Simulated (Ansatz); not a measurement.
## Electronic structure of Ti$_{8}$O$_{13}$ in real space

Input file:

```
crystal:
  lattice:
    - [3.8706527165, 2.2347223878, 4.6652769413]
    - [-3.8706527165, 2.2347223878, 4.6652769413]
    - [0.0, -4.4694447756, 4.6652769413]
  atoms:
    - { symbol: Ti, position: [0.68553227, 0.94186605, 0.12417556] }
    - { symbol: Ti, position: [0.72344689, 0.72344689, 0.72344689] }
    - { symbol: Ti, position: [0.12417556, 0.68553227, 0.94186605] }
    - { symbol: Ti, position: [0.05813395, 0.87582444, 0.31446773] }
    - { symbol: Ti, position: [0.94186605, 0.12417556, 0.68553227] }
    - { symbol: Ti, position: [0.87582444, 0.31446773, 0.05813395] }
    - { symbol: Ti, position: [0.27655311, 0.27655311, 0.27655311] }
    - { symbol: Ti, position: [0.31446773, 0.05813395, 0.87582444] }
    - { symbol: O, position: [0.0, 0.0, 0.0] }
    - { symbol: O, position: [0.74266755, 0.82833233, 0.42024585] }
    - { symbol: O, position: [0.35696936, 0.96047417, 0.20188282] }
    - { symbol: O, position: [0.42024585, 0.74266755, 0.82833233] }
    - { symbol: O, position: [0.03952583, 0.79811718, 0.64303064] }
    - { symbol: O, position: [0.79811718, 0.64303064, 0.03952583] }
    - { symbol: O, position: [0.82833233, 0.42024585, 0.74266755] }
    - { symbol: O, position: [0.17166767, 0.57975415, 0.25733245] }
    - { symbol: O, position: [0.20188282, 0.35696936, 0.96047417] }
    - { symbol: O, position: [0.96047417, 0.20188282, 0.35696936] }
    - { symbol: O, position: [0.57975415, 0.25733245, 0.17166767] }
    - { symbol: O, position: [0.64303064, 0.03952583, 0.79811718] }
    - { symbol: O, position: [0.25733245, 0.17166767, 0.57975415] }
basis:
  ecutwfc: 420
kpoints:
  mp_grid: { grid: [6, 6, 6] }
hamiltonian:
  xc: pbesol
scf:
  occupations: { method: gaussian, width: 0.02 }
output:
  forces: true
  stress: true
  eigenvalues: true
  write_density: true
  write_potential: true
  elf: true
  volumetric_format: npy
relax:
  adjacent_minimum: "off"
  f_tol: 0.005
  max_steps: 80
  cell: { stress_tol: 0.05 }
```

Command:

```sh
ansatz run input.yaml --threads 4 --pin off --max-ram 10240MiB --backend cpu --events-out ev --progress --plain --runs-dir out
```

Below, planes, directions and counts refer to the conventional cell (a = 7.69 Å, b = 7.69 Å, c = 13.91 Å, α = 90.00°, β = 90.00°, γ = 120.00°).

The fields are those of the run's last geometry, not of the input's.

Space group R-3; a structure from a database of computed crystals, not necessarily the ambient phase; computed without spin polarisation.

Level of theory: DFT PBEsol, scalar-relativistic, plane waves, PAW (Ansatz).

Core electrons are frozen (PAW), and the valence fields are smoothed inside the atomic spheres.

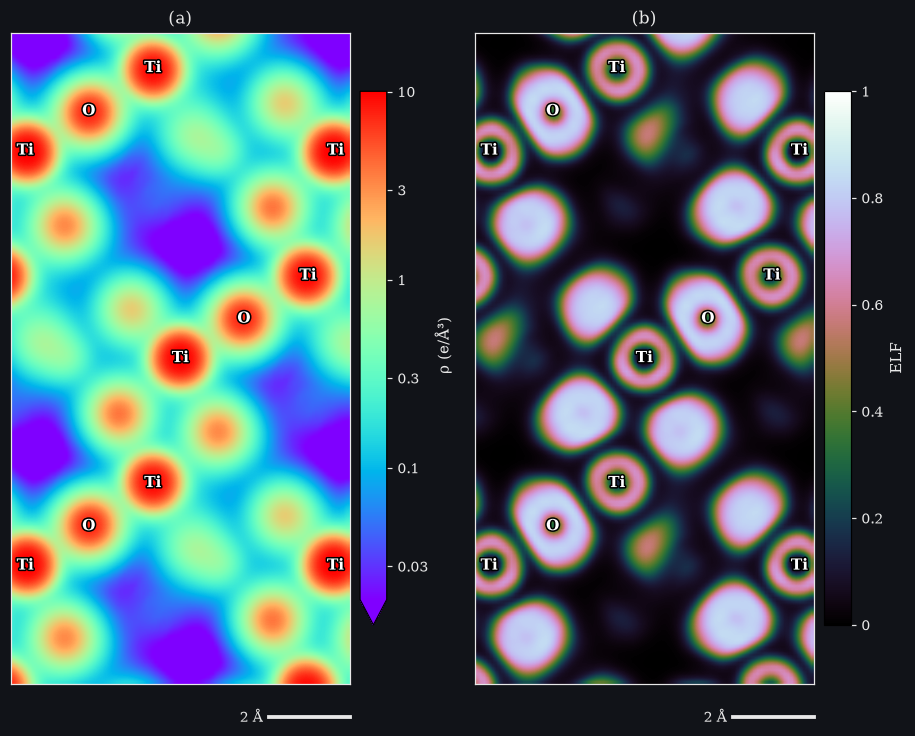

Figure 1. (a) valence charge density (pseudo); (b) electron localisation function on the (101) plane of the conventional cell.

**What does the map show?**

- The plane passes through Ti and O nuclei.
- Atoms just off the plane (Ti, 0.9 Å away and O, 0.4 Å away) can leave unmarked features too.
- Ti–O (1.85 Å): the density is about 0.91 e/Å³ at the midpoint; the ELF peaks at about 0.80 in the valence shell of O, 0.6 Å from its nucleus, and is about 0.25 at the midpoint; no shared electron pair shows on this line.
- Ti–O (1.94 Å): the density is about 0.71 e/Å³ at the midpoint; the ELF peaks at about 0.85 in the valence shell of O, 0.6 Å from its nucleus, and is about 0.20 at the midpoint: no localised pair shows between them.
- Between the atoms the lowest density in this plane is 0.005 e/Å³.
- The features right at Ti lie inside the PAW spheres, where the map follows smoothed inner orbitals and isn't to be read closely.

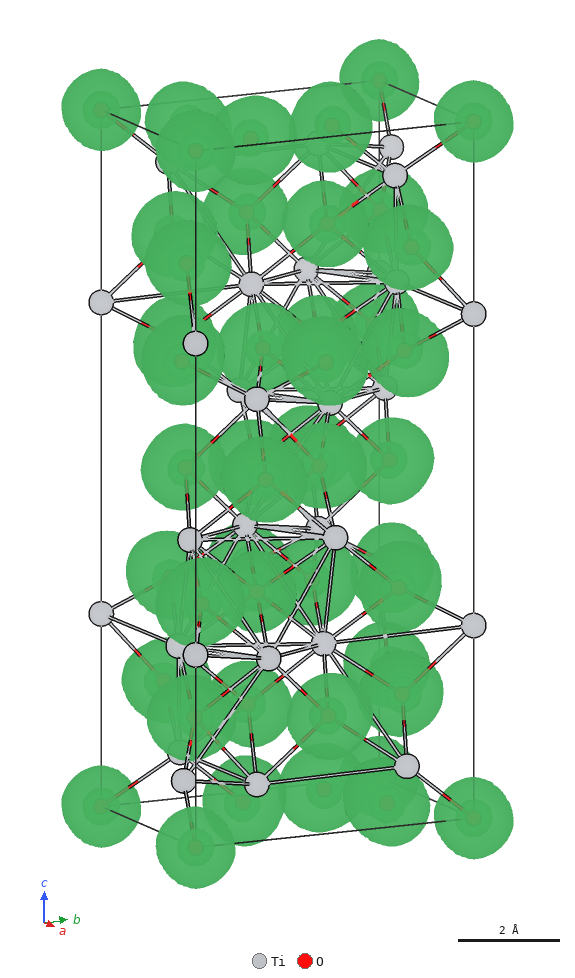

Figure 2. Isosurface of the ELF at 0.7 (green), seen slightly off an axis. Core shells and regions of very low density are left out. Sticks mark near contacts.

**Where are the electrons localised?**

At this value the surface marks out 39 regions wrapped around O (the valence shell of each), counted in one cell of 63 atoms. Regions shared between cells count once.


 Ti–Ti (2.85 Å): the ELF is about 0.15 at the midpoint (no shared electron pair shows on this line).
